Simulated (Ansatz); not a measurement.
Ti: geometry relaxation (part 2 of 2)

Ti (1 atom in the cell); DFT, PBE, PAW with Ansatz's default frozen-core files, scalar-relativistic, no spin polarisation (Ansatz 0.2.0); cutoff 420 eV, 16×16×16 k-mesh, Fermi–Dirac smearing of 0.1 eV. The structure was built on a prototype by a generator; it need not be a known phase. Its volume is 0.73 times that of the source entry. It belongs to a series of runs on one base structure; here: sc relaxed under pressure, PAW files.

Geometry of the input (Å; fractional positions):
```
2.3322  0.0000  0.0000
0.0000  2.3322  0.0000
0.0000  0.0000  2.3322
Ti 0.0000  0.0000  0.0000
```

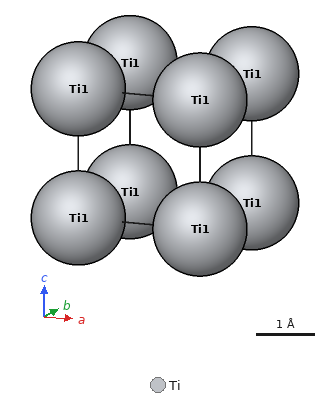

**Figure 1.** The geometry at step 2 of the log (spheres-only view of the cell of the calculation, seen slightly off an axis; atoms are numbered from 1 in the order of the input).

Output, continued:
```
relax step   4: F+E_penalty+E_count = -2497.88216980 eV  Δ(F+E_penalty+E_count) = -1.513e-3 eV  max|allowed force component| = 0.000e0 eV/Å  Δτ_max = 0.0000 Å  P = +67.999 GPa  Ω = 12.049 Å³  energy of the carried Pulay correction = +2.138e-4 eV  (2 SCF iters, dr2 threshold 1.76e-8 eV, accepted)
Initial wavefunctions: pseudopotential atomic-orbital guess (no wavefunctions were taken with the density)
iter 1 solved again at ethr=1.74e-9 eV; its pass at ethr=3.10e-3 eV (dr2=2.09e-7 eV) is discarded
SCF iter   1: F=—  HF=-2497.881921 eV  |F-HF|=—  |Δ(HF+E_count)|=         —  Δρ=7.20e-5  dr2=7.33e-8  ethr=1.74e-9  ⟨swp⟩=3.0  Hψ=13619  notcnv=0
SCF iter   2: F=—  HF=-2497.881892 eV  |F-HF|=—  |Δ(HF+E_count)|=   2.88e-5  Δρ=3.80e-5  dr2=3.55e-8  ethr=6.11e-10  ⟨swp⟩=2.0  Hψ=2715  notcnv=0
SCF iter   3: F=—  HF=-2497.881893 eV  |F-HF|=—  |Δ(HF+E_count)|=   5.03e-8  Δρ=1.12e-5  dr2=1.24e-8  ethr=2.96e-10  ⟨swp⟩=2.0  Hψ=2035  notcnv=0
SCF iter   4: F=—  HF=-2497.881892 eV  |F-HF|=—  |Δ(HF+E_count)|=   4.65e-9  Δρ=1.48e-6  dr2=9.64e-11  ethr=1.03e-10  ⟨swp⟩=2.1  Hψ=2570  notcnv=0
SCF iter   5: F=-2497.881892 eV  HF=-2497.881892 eV  |F-HF|=3.18e-12  |Δ(HF+E_count)|=  4.96e-11  Δρ=3.29e-7  dr2=2.67e-12  ethr=1.00e-12  ⟨swp⟩=3.3  Hψ=6581  notcnv=0
SCF 5 converged in 5 iterations: F = -2497.881892 eV  dr2 = 2.67e-12
relax step   5: F+E_penalty+E_count = -2497.88189250 eV  Δ(F+E_penalty+E_count) = +2.773e-4 eV  max|allowed force component| = 0.000e0 eV/Å  Δτ_max = 0.0000 Å  P = +68.036 GPa  Ω = 12.049 Å³  stress off target by 3.59e-2 GPa  SCF on the basis re-selected at this cell (its energy is not comparable with the rows above)  (5 SCF iters)
basis re-selected at this cell: Δ(F+E_penalty+E_count) = +2.773e-4 eV, ΔP = +0.037 GPa vs the last step (what re-selecting the basis moved, of the pressure what is left beyond the Pulay correction that the steps carried, after the strain that the cell walked since its last selection, with what the two solves' SCF thresholds leave and, on support functions, any second-order correction that the steps lacked; it is no measure of the basis error at this ecutwfc). This SCF's stress stands 3.59e-2 GPa from its target on what of the cell is left free (relax.cell.stress_tol is 3.40e-2 GPa) and its largest allowed force component is 0.00e0 eV/Å (relax.f_tol is 5.00e-3 eV/Å): not within both, so this SCF does not close the relaxation
Crystal: 1 atoms, lattice volume = 12.051 Å³
iter 1 solved again at ethr=2.50e-11 eV; its pass at ethr=3.10e-3 eV (dr2=3.01e-9 eV) is discarded
SCF iter   1: F=—  HF=-2497.882559 eV  |F-HF|=—  |Δ(HF+E_count)|=         —  Δρ=6.28e-6  dr2=2.28e-9  ethr=2.50e-11  ⟨swp⟩=2.0  Hψ=10837  notcnv=0
preconditioner: auto → none  [metal: Δε(μ)=0.029 eV  Ē_g=6.081 eV  σ=0.100 eV  W_gap=0.07  n_scr=0 (ndim 8)  ℏωp=21.4 eV  f_vac=0.000  D(μ)=1.14/eV (n_scr^D=18)]
SCF iter   2: F=-2497.882530 eV  HF=-2497.882530 eV  |F-HF|=1.14e-9  |Δ(HF+E_count)|=   2.88e-5  Δρ=2.25e-6  dr2=2.11e-10  ethr=1.90e-11  ⟨swp⟩=7.4  Hψ=9018  notcnv=0
SCF 6 converged in 2 iterations: F = -2497.882530 eV  dr2 = 2.11e-10
relax step   6: F+E_penalty+E_count = -2497.88253044 eV  Δ(F+E_penalty+E_count) = -6.379e-4 eV  max|allowed force component| = 0.000e0 eV/Å  Δτ_max = 0.0000 Å  P = +68.000 GPa  Ω = 12.051 Å³  energy of the carried Pulay correction = -6.246e-7 eV  (2 SCF iters, dr2 threshold 3.22e-9 eV, accepted)
iter 1 solved again at ethr=7.06e-10 eV; its pass at ethr=3.10e-3 eV (dr2=8.48e-8 eV) is discarded
SCF iter   1: F=—  HF=-2497.882559 eV  |F-HF|=—  |Δ(HF+E_count)|=         —  Δρ=2.70e-6  dr2=2.58e-10  ethr=7.06e-10  ⟨swp⟩=3.1  Hψ=13723  notcnv=0
SCF iter   2: F=—  HF=-2497.882530 eV  |F-HF|=—  |Δ(HF+E_count)|=   2.88e-5  Δρ=2.79e-6  dr2=3.26e-10  ethr=2.15e-12  ⟨swp⟩=2.9  Hψ=3098  notcnv=0
SCF iter   3: F=—  HF=-2497.882530 eV  |F-HF|=—  |Δ(HF+E_count)|=  4.66e-10  Δρ=1.42e-6  dr2=5.11e-11  ethr=2.15e-12  ⟨swp⟩=2.3  Hψ=2087  notcnv=0
SCF iter   4: F=—  HF=-2497.882530 eV  |F-HF|=—  |Δ(HF+E_count)|=  2.25e-10  Δρ=4.90e-7  dr2=2.29e-11  ethr=1.00e-12  ⟨swp⟩=2.9  Hψ=2687  notcnv=0
SCF iter   5: F=-2497.882530 eV  HF=-2497.882530 eV  |F-HF|=4.55e-13  |Δ(HF+E_count)|=  8.19e-12  Δρ=3.69e-8  dr2=6.03e-14  ethr=1.00e-12  ⟨swp⟩=3.8  Hψ=6371  notcnv=0
SCF 7 converged in 5 iterations: F = -2497.882530 eV  dr2 = 6.03e-14
relax step   7: F+E_penalty+E_count = -2497.88253044 eV  Δ(F+E_penalty+E_count) = -4.820e-11 eV  max|allowed force component| = 0.000e0 eV/Å  Δτ_max = 0.0000 Å  P = +68.000 GPa  Ω = 12.051 Å³  stress off target by 4.07e-4 GPa  SCF on the basis re-selected at this cell (its energy is not comparable with the rows above)  (5 SCF iters)
basis re-selected at this cell: Δ(F+E_penalty+E_count) = -4.820e-11 eV, ΔP = +0.000 GPa vs the last step (what re-selecting the basis moved, of the pressure what is left beyond the Pulay correction that the steps carried, after the strain that the cell walked since its last selection, with what the two solves' SCF thresholds leave and, on support functions, any second-order correction that the steps lacked; it is no measure of the basis error at this ecutwfc). This SCF's stress stands 4.07e-4 GPa from its target on what of the cell is left free (relax.cell.stress_tol is 3.40e-2 GPa) and its largest allowed force component is 0.00e0 eV/Å (relax.f_tol is 5.00e-3 eV/Å): within both
SCF converged after 5 iterations
Free energy (F): -2497.882530 eV
Harris-Foulkes:  -2497.882530 eV  (|F-HF|=4.55e-13)
Internal energy: -2497.843636 eV  (E = F + TS)
E sigma→0 (E₀):  -2497.863083 eV
Entropy (-TS):   -0.038895 eV (-38.895 meV/atom)
Fermi energy:    19.937154 eV
--- Per-component energies (eV) ---
  E_band       = -73.726580
  E_kinetic    = 286.614455
  E_local      = -654.347483  (includes V_loc(G=0)·N_el)
  E_nonlocal   = 12.879444
  E_hartree    = 292.633782
  E_xc         = -100.731375
  E_vxc        = -126.426454  (∫ρ·V_xc dr)
  E_paw        = -1051.829146  (= ΣΔE_a)
  E_vpaw       = -177.714245  (= ΣTr[D̂ρ^β])
  E_aug_tail   = 0.000134  (compensation charges beyond the density's cutoff)
  E_ewald      = -1283.063446
  E_smearing   = -0.038895  (= −TS)
  E_closure    = -0.000000  (closes the sum)
  Σ components = -2497.882530   (vs F -2497.882530, Δ=0.00e0)
--- Forces (eV/Å), atoms counted from 1 ---
  atom   1  Ti     0.00000000    -0.00000000    -0.00000000
  max |Σ_I F_I| component: 5.14e-33 eV/Å
--- Stress (GPa, compression-positive) ---
       68.000407       0.000000      -0.000000
        0.000000      68.000407      -0.000000
       -0.000000      -0.000000      68.000407
  P = ⅓ Tr σ = 68.0004 GPa (680.004 kbar)
--- Band table (eV; the first three rows and the last of 165) ---
  k-point 0: bands = ["-36.5752", "-11.2534", "-11.2534", "-11.2534", "13.7714", "17.4157", "17.4157", "25.9931", "25.9931", "25.9931"]
  k-point 1: bands = ["-36.5558", "-11.3693", "-11.2436", "-11.2436", "13.9208", "17.4562", "17.5719", "25.8325", "25.8325", "26.0049"]
  k-point 2: bands = ["-36.5000", "-11.6927", "-11.2156", "-11.2156", "14.3390", "17.5735", "18.0282", "25.3966", "25.3966", "26.0384"]
  k-point 164: bands = ["-35.0650", "-13.0610", "-13.0610", "-13.0610", "17.2797", "17.2797", "17.2797", "28.1621", "28.1621", "29.3878"]
--- Relaxed structure (5 steps of the walk, 5 accepted, 2 SCFs on fresh bases) ---
  F+E_penalty+E_count = -2497.88253044 eV   max|allowed force component| = 0.000e0 eV/Å   (the final SCF, on the basis selected at the relaxed cell)
  cell:  # Å, volume = 12.0510 Å³
    - [2.292667297271859, -7.864213939581212e-34, -8.9876730738071e-34]
    - [-7.864213939581212e-34, 2.292667297271859, -6.419766481290786e-35]
    - [-3.851859888774472e-34, -6.419766481290786e-35, 2.292667297271859]
  atoms:
    - { symbol: Ti, position: [0.0, 0.0, 0.0] }
```

File rho_z.tsv:
```
# z_ang	rho[e/angstrom^3]
# format = ansatz-planar-average/11
# lattice	2.292667297	-0.000000000	-0.000000000
# lattice	-0.000000000	2.292667297	-0.000000000
# lattice	-0.000000000	-0.000000000	2.292667297
# sites	1
# site	22	0.000000000	0.000000000	0.000000000
0.000000	2.182536e0
0.143292	2.046134e0
0.286583	1.675676e0
0.429875	1.190151e0
0.573167	7.509097e-1
0.716459	4.649155e-1
0.859750	3.306144e-1
1.003042	2.818714e-1
1.146334	2.692059e-1
1.289625	2.818714e-1
1.432917	3.306144e-1
1.576209	4.649155e-1
1.719500	7.509097e-1
1.862792	1.190151e0
2.006084	1.675676e0
2.149376	2.046134e0
```

File v_z.tsv:
```
# z_ang	v_es[eV]	v_tot[eV]
# format = ansatz-planar-average/11
# xc	pbe
# density_cutoff_ev	1680
# datasets	Ti=:simpson_from_first_knot:soft
# lattice	2.292667297	-0.000000000	-0.000000000
# lattice	-0.000000000	2.292667297	-0.000000000
# lattice	-0.000000000	-0.000000000	2.292667297
# sites	1
# site	22	0.000000000	0.000000000	0.000000000
0.000000	1.761812e0	-1.354870e1
0.143292	2.196367e0	-1.291932e1
0.286583	3.538102e0	-1.098334e1
0.429875	5.822904e0	-7.802149e0
0.573167	8.917346e0	-3.626567e0
0.716459	1.235879e1	8.362610e-1
0.859750	1.543428e1	4.644980e0
1.003042	1.734826e1	6.832523e0
1.146334	1.789733e1	7.359108e0
1.289625	1.734826e1	6.832523e0
1.432917	1.543428e1	4.644980e0
1.576209	1.235879e1	8.362610e-1
1.719500	8.917346e0	-3.626567e0
1.862792	5.822904e0	-7.802149e0
2.006084	3.538102e0	-1.098334e1
2.149376	2.196367e0	-1.291932e1
```

Trajectory as extended XYZ (Å, eV, eV/Å), 7 frames, from step=1 to step=7:
```
1
Lattice="2.3322 0.0000 0.0000 0.0000 2.3322 0.0000 0.0000 0.0000 2.3322" Properties=species:S:1:pos:R:3:forces:R:3 step=1 energy=-2498.12394 pressure_GPa=54.46
Ti    0.0000    0.0000    0.0000    0.0000   0.0000   0.0000
1
Lattice="2.2967 0.0000 0.0000 0.0000 2.2967 0.0000 0.0000 0.0000 2.2967" Properties=species:S:1:pos:R:3:forces:R:3 step=2 energy=-2497.90975 pressure_GPa=66.46
Ti    0.0000    0.0000    0.0000    0.0000   0.0000   0.0000
1
Lattice="2.2923 0.0000 0.0000 0.0000 2.2923 0.0000 0.0000 0.0000 2.2923" Properties=species:S:1:pos:R:3:forces:R:3 step=3 energy=-2497.88066 pressure_GPa=68.08
Ti    0.0000    0.0000    0.0000    0.0000   0.0000   0.0000
1
Lattice="2.2926 0.0000 0.0000 0.0000 2.2926 0.0000 0.0000 0.0000 2.2926" Properties=species:S:1:pos:R:3:forces:R:3 step=4 energy=-2497.88217 pressure_GPa=68.00
Ti    0.0000    0.0000    0.0000    0.0000   0.0000   0.0000
1
Lattice="2.2926 0.0000 0.0000 0.0000 2.2926 0.0000 0.0000 0.0000 2.2926" Properties=species:S:1:pos:R:3:forces:R:3 step=5 energy=-2497.88189 pressure_GPa=68.04
Ti    0.0000    0.0000    0.0000    0.0000   0.0000   0.0000
1
Lattice="2.2927 0.0000 0.0000 0.0000 2.2927 0.0000 0.0000 0.0000 2.2927" Properties=species:S:1:pos:R:3:forces:R:3 step=6 energy=-2497.88253 pressure_GPa=68.00
Ti    0.0000    0.0000    0.0000    0.0000   0.0000   0.0000
1
Lattice="2.2927 0.0000 0.0000 0.0000 2.2927 0.0000 0.0000 0.0000 2.2927" Properties=species:S:1:pos:R:3:forces:R:3 step=7 energy=-2497.88253 pressure_GPa=68.00
Ti    0.0000    0.0000    0.0000    0.0000   0.0000   0.0000
```

Results in brief:

```csv
quantity,value
outcome,converged
space group (tolerance 0.01 Å),Pm-3m (221)
electrons treated,12
free energy,−2497.8825 eV
Fermi energy,19.937 eV
pressure,68.00 GPa
final volume,12.05 Å³
largest force (length of the vector) at the end,under 0.001 eV/Å
final cell,"a = 2.293 Å, b = 2.293 Å, c = 2.293 Å, α = 90.00°, β = 90.00°, γ = 90.00°"
hardware,"1 thread of Arm Neoverse V1, 24 GiB of memory available, shared host"
wall time,13 s
peak memory,0.3 GiB
```

Remarks:

The cell was relaxed to the target pressure of the input; what is minimised is then the enthalpy E + pV.
